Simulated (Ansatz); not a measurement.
# Ge: what the fields show

Input file:

```
crystal:
  lattice:
    - [3.9956487014, 0.0, 0.0]
    - [-1.9978243507, 3.46033328, 0.0]
    - [0.0, 0.0, 6.6027109586]
  atoms:
    - { symbol: Ge, position: [0.6415438483, 0.3149421539, 0.0629814339] }
    - { symbol: Ge, position: [0.3584561517, 0.6850578461, 0.5629814339] }
    - { symbol: Ge, position: [0.691789485, 0.3517245128, 0.4370185661] }
    - { symbol: Ge, position: [0.308210515, 0.6482754872, 0.9370185661] }
basis:
  ecutwfc: 500
kpoints:
  mp_grid: { grid: [12, 12, 6] }
hamiltonian:
  xc: r2scan
scf:
  occupations: { method: gaussian, width: 0.03 }
output:
  forces: true
  stress: true
  eigenvalues: true
  write_density: true
  write_potential: true
  elf: true
  volumetric_format: npy
```

Launched as:

```sh
ansatz run input.yaml --threads 2 --pin off --max-ram 5120MiB --backend cpu --events-out ev --progress --plain --runs-dir out
```

Below, planes, directions and counts refer to the conventional cell (a = 4.00 Å, b = 6.60 Å, c = 4.00 Å, α = 90.00°, β = 120.00°, γ = 90.00°).

Space group P2₁; a structure from a database of computed crystals, not necessarily the ambient phase.

All numbers below come from Ansatz, DFT r2SCAN, scalar-relativistic, plane waves, PAW.

In a PAW calculation such maps are meaningful between the atoms, not at the nuclei.

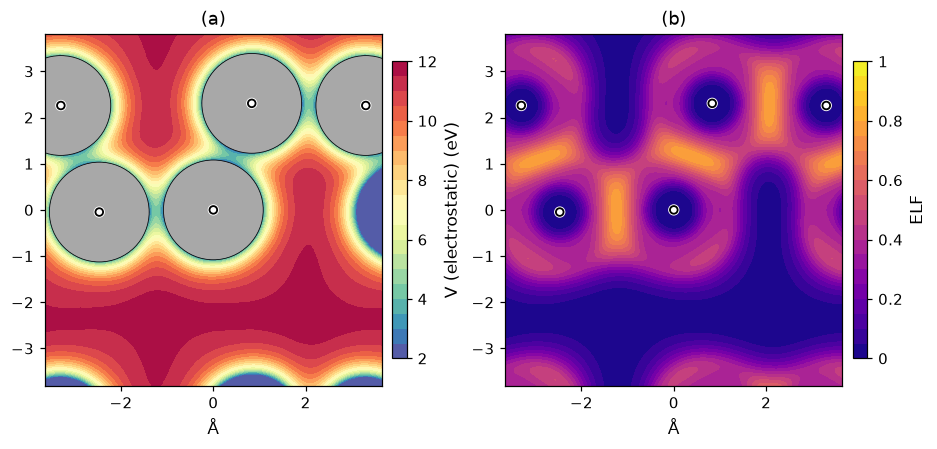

Figure 1. (a) electrostatic potential energy of an electron; (b) ELF on the (101) plane of the conventional cell. Circles mark the nuclei in the plane (Ge). Grey discs cover the atomic cores in the potential map.

### Describe what can be read from this map.

- Atoms in the plane: Ge.
- Ge–Ge (2.45 Å): the ELF peaks at about 0.80 between the atoms (a shared electron pair).
- Outside the cores the potential energy rises away from the atoms and is highest about 2.5 Å from the nearest atoms; its zero is arbitrary.

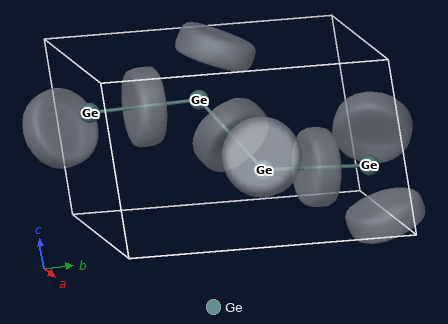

Figure 2. Isosurface of the electron localisation function at 0.55 (grey), seen slightly off an axis. Only the valence region is drawn (cores and ρ < 0.01 e/Å³ removed). Sticks mark near contacts.

### Describe the localisation domains.

The surface consists of eight regions between bonded Ge–Ge atoms (shared pairs), counted in one cell of 4 atoms. Any copies at cell faces, edges or corners count once.
